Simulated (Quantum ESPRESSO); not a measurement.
## Projected density-of-states run, with input and output: SnTe (part 2 of 2)

SnTe (2 atoms in the cell); Kohn-Sham DFT of a periodic cell, rev-vdW-DF2, JTH 2.0 PBE, no spin polarisation (Quantum ESPRESSO 7.5); cutoff 489.81 eV, 7×7×7 k-mesh, fixed occupations. The structure derives from an entry of the Crystallography Open Database. The geometry was changed: volume scaled by 1.15.

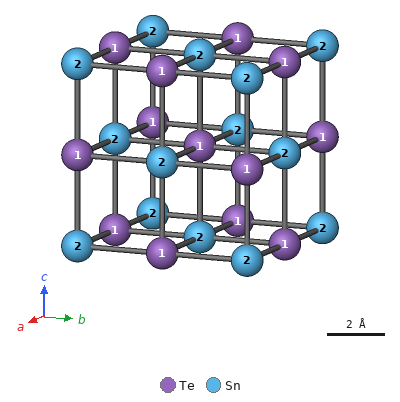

Figure 1. The input geometry (ball-and-stick view of the cell 4 times as large as that of the calculation, set on its symmetry axes, seen slightly off an axis; atoms are numbered from 1 in the order of the input). An atom can appear more than once, as a periodic image.

**File pp_density.out, continued**
```
     %%%%%%%%%%%%%%%%%%%%%%%%%%%%%%%%%%%%%%%%%%%%%%%%%%%%%%%%%%%%%%%%%%%%%%%%
     %                                                                      %
     % You are using vdW-DF, which was implemented by the Thonhauser group. %
     % Please cite the following two papers that made this development      %
     % possible and the two reviews that describe the various versions:     %
     %                                                                      %
     %   T. Thonhauser et al., PRL 115, 136402 (2015).                      %
     %   T. Thonhauser et al., PRB 76, 125112 (2007).                       %
     %   K. Berland et al., Rep. Prog. Phys. 78, 066501 (2015).             %
     %   D.C. Langreth et al., J. Phys.: Condens. Matter 21, 084203 (2009). %
     %                                                                      %
     % If you are calculating stress with vdW-DF, please also cite:         %
     %                                                                      %
     %   R. Sabatini et al., J. Phys.: Condens. Matter 24, 424209 (2012).   %
     %                                                                      %
     %%%%%%%%%%%%%%%%%%%%%%%%%%%%%%%%%%%%%%%%%%%%%%%%%%%%%%%%%%%%%%%%%%%%%%%%

     %%%%%%%%%%%%%%%%%%%%%%%%%%%%%%%%%%%%%%%%%%%%%%%%%%%%%%%%%%%%%%%%%%%%%%%%
     %                                                                      %
     %  vdW-DF NEWS:                                                        %
     %                                                                      %
     %  * vdW-DF3 is now available. DOI: 10.1021/acs.jctc.0c00471           %
     %    use with input_dft = 'vdW-DF3-opt1' or 'vdW-DF3-opt2'             %
     %                                                                      %
     %  * Unscreened and range-separated hybrid vdW-DF-cx functionals       %
     %    DOI: 10.1063/1.4986522 and 10.1088/1361-648X/ac2ad2               %
     %    use with input_dft = 'vdW-DF-cx0'    and 'vdW-DF-ahcx'            %
     %  * Unscreened and range-separated hybrid vdW-DF2-b86r functionals    %
     %    DOI: 10.1063/1.4986522 and DOI: 10.1103/PhysRevX.12.041003        %
     %    use with input_dft = 'vdW-DF2-br0' and 'vdW-DF2-ahbr'             %
     %                                                                      %
     %%%%%%%%%%%%%%%%%%%%%%%%%%%%%%%%%%%%%%%%%%%%%%%%%%%%%%%%%%%%%%%%%%%%%%%%

     Calling punch_plot, plot_num =   0
     Writing data to file  density.dat
     Reading data from file  density.dat

     Writing data to be plotted to file density.cube
     Plot Type: 3D                     Output format: Gaussian cube

=------------------------------------------------------------------------------=
   JOB DONE.
=------------------------------------------------------------------------------=
```

**File pp_potential.out**
```
This program is part of the open-source Quantum ESPRESSO suite
     for quantum simulation of materials; please cite
         "P. Giannozzi et al., J. Phys.:Condens. Matter 21 395502 (2009);
         "P. Giannozzi et al., J. Phys.:Condens. Matter 29 465901 (2017);
         "P. Giannozzi et al., J. Chem. Phys. 152 154105 (2020);
          URL
     in publications or presentations arising from this work. More details at

     ./tmp/pwscf.save/
     file Te.GGA_PBE-JTH.UPF: wavefunction(s)  0S 0P renormalized
     file Sn.GGA_PBE-JTH.UPF: wavefunction(s)  0S 5P 0P 4D 0D renormalized

     IMPORTANT: XC functional enforced from input :
     Exchange-correlation= VDW-DF2-B86R
                           (   1   4  26   0   2   0   0)
     Any further DFT definition will be discarded
     Please, verify this is what you really want

     G-vector sticks info
     --------------------
     sticks:   dense  smooth     PW     G-vecs:    dense   smooth      PW
     Sum        1159     769    241                26133    14163    2445

     Using Slab Decomposition

     Check: negative core charge=   -0.000004

     negative rho (up, down):  6.336E-03 0.000E+00

     %%%%%%%%%%%%%%%%%%%%%%%%%%%%%%%%%%%%%%%%%%%%%%%%%%%%%%%%%%%%%%%%%%%%%%%%
     %                                                                      %
     % You are using vdW-DF, which was implemented by the Thonhauser group. %
     % Please cite the following two papers that made this development      %
     % possible and the two reviews that describe the various versions:     %
     %                                                                      %
     %   T. Thonhauser et al., PRL 115, 136402 (2015).                      %
     %   T. Thonhauser et al., PRB 76, 125112 (2007).                       %
     %   K. Berland et al., Rep. Prog. Phys. 78, 066501 (2015).             %
     %   D.C. Langreth et al., J. Phys.: Condens. Matter 21, 084203 (2009). %
     %                                                                      %
     % If you are calculating stress with vdW-DF, please also cite:         %
     %                                                                      %
     %   R. Sabatini et al., J. Phys.: Condens. Matter 24, 424209 (2012).   %
     %                                                                      %
     %%%%%%%%%%%%%%%%%%%%%%%%%%%%%%%%%%%%%%%%%%%%%%%%%%%%%%%%%%%%%%%%%%%%%%%%

     %%%%%%%%%%%%%%%%%%%%%%%%%%%%%%%%%%%%%%%%%%%%%%%%%%%%%%%%%%%%%%%%%%%%%%%%
     %                                                                      %
     %  vdW-DF NEWS:                                                        %
     %                                                                      %
     %  * vdW-DF3 is now available. DOI: 10.1021/acs.jctc.0c00471           %
     %    use with input_dft = 'vdW-DF3-opt1' or 'vdW-DF3-opt2'             %
     %                                                                      %
     %  * Unscreened and range-separated hybrid vdW-DF-cx functionals       %
     %    DOI: 10.1063/1.4986522 and 10.1088/1361-648X/ac2ad2               %
     %    use with input_dft = 'vdW-DF-cx0'    and 'vdW-DF-ahcx'            %
     %  * Unscreened and range-separated hybrid vdW-DF2-b86r functionals    %
     %    DOI: 10.1063/1.4986522 and DOI: 10.1103/PhysRevX.12.041003        %
     %    use with input_dft = 'vdW-DF2-br0' and 'vdW-DF2-ahbr'             %
     %                                                                      %
     %%%%%%%%%%%%%%%%%%%%%%%%%%%%%%%%%%%%%%%%%%%%%%%%%%%%%%%%%%%%%%%%%%%%%%%%

     Calling punch_plot, plot_num =  11
     Writing data to file  potential.dat
     Reading data from file  potential.dat

     Writing data to be plotted to file potential.cube
     Plot Type: 3D                     Output format: Gaussian cube

=------------------------------------------------------------------------------=
   JOB DONE.
=------------------------------------------------------------------------------=
```

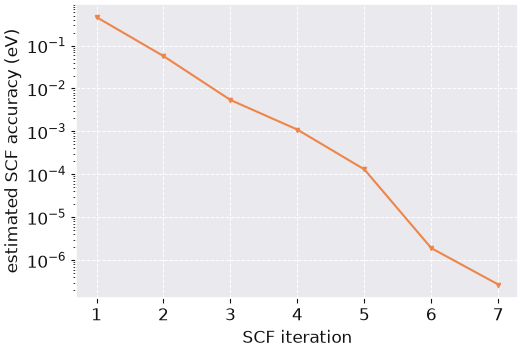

Figure 2. Convergence of the self-consistent field: estimated SCF accuracy against the iteration. The field takes 7 iterations in all.

The run was set up as follows.

**Input file**
```
&CONTROL
  calculation = 'scf'
  prefix = 'pwscf'
  outdir = './tmp'
  pseudo_dir = './pseudo'
  tprnfor = .true.
  tstress = .true.
  disk_io = 'low'
/
&SYSTEM
  space_group = 225
  A = 6.60222526
  nat = 2
  ntyp = 2
  ecutwfc = 36
  ecutrho = 216
  nbnd = 16
  input_dft = 'vdw-df2-b86r'
  occupations = 'fixed'
  nosym = .true.
/
&ELECTRONS
  conv_thr = 1d-07
  electron_maxstep = 120
  mixing_beta = 0.5
/
ATOMIC_SPECIES
Te   127.6000 Te.GGA_PBE-JTH.UPF
Sn   118.7100 Sn.GGA_PBE-JTH.UPF
ATOMIC_POSITIONS crystal_sg
Te     0.5000000000    0.0000000000    0.0000000000
Sn     0.0000000000    0.0000000000    0.0000000000
K_POINTS automatic
7 7 7 0 0 0
```

**File pp_density.in**
```
&INPUTPP
  prefix = 'pwscf'
  outdir = './tmp'
  filplot = 'density.dat'
  plot_num = 0
/
&PLOT
  nfile = 1
  filepp(1) = 'density.dat'
  iflag = 3
  output_format = 6
  fileout = 'density.cube'
/
```

**File pp_potential.in**
```
&INPUTPP
  prefix = 'pwscf'
  outdir = './tmp'
  filplot = 'potential.dat'
  plot_num = 11
/
&PLOT
  nfile = 1
  filepp(1) = 'potential.dat'
  iflag = 3
  output_format = 6
  fileout = 'potential.cube'
/
```

**File nscf.in**
```
&CONTROL
  calculation = 'nscf'
  prefix = 'pwscf'
  outdir = './tmp'
  pseudo_dir = './pseudo'
  disk_io = 'low'
/
&SYSTEM
  space_group = 225
  A = 6.60222526
  nat = 2
  ntyp = 2
  ecutwfc = 36
  ecutrho = 216
  nbnd = 16
  input_dft = 'vdw-df2-b86r'
  occupations = 'tetrahedra_opt'
  nosym = .true.
/
&ELECTRONS
  conv_thr = 1d-08
  electron_maxstep = 120
  mixing_beta = 0.5
/
ATOMIC_SPECIES
Te   127.6000 Te.GGA_PBE-JTH.UPF
Sn   118.7100 Sn.GGA_PBE-JTH.UPF
ATOMIC_POSITIONS crystal_sg
Te     0.5000000000    0.0000000000    0.0000000000
Sn     0.0000000000    0.0000000000    0.0000000000
K_POINTS automatic
11 11 11 0 0 0
```

**File projwfc.in**
```
&PROJWFC
  prefix = 'pwscf'
  outdir = './tmp'
  filpdos = 'p'
  Emin = -9
  Emax = 16
  DeltaE = 0.05
/
```

Command:
```bash
OMP_NUM_THREADS=1 pw.x -in pw.in > pw.out
OMP_NUM_THREADS=1 pp.x -in pp_density.in > pp_density.out
OMP_NUM_THREADS=1 pp.x -in pp_potential.in > pp_potential.out
OMP_NUM_THREADS=1 pw.x -in nscf.in > nscf.out
OMP_NUM_THREADS=1 projwfc.x -in projwfc.in > projwfc.out
```

**Key numbers**

```csv
quantity,value
outcome,converged
space group (tolerance 0.01 Å),Fm-3m (225)
electrons treated,20
free energy,−10889.4093 eV
gap on the k-point mesh,0.72 eV
pressure,−3.95 GPa
largest force (length of the vector),0.003 eV/Å
hardware,"1 thread of AMD EPYC (Zen 3), 24 GiB of memory available, shared host"
wall time,11 min
peak memory,0.34 GiB
```

Settings chosen away from the usual ones: conv_thr set to 1e-07; nosym set to true. Further notes kept with the run: potentials made for another functional. Notes on the run: SCF correction compared to forces is large; eigenvalues not converged; negative rho. Points of doubt noted for this run: potentials made for another functional.
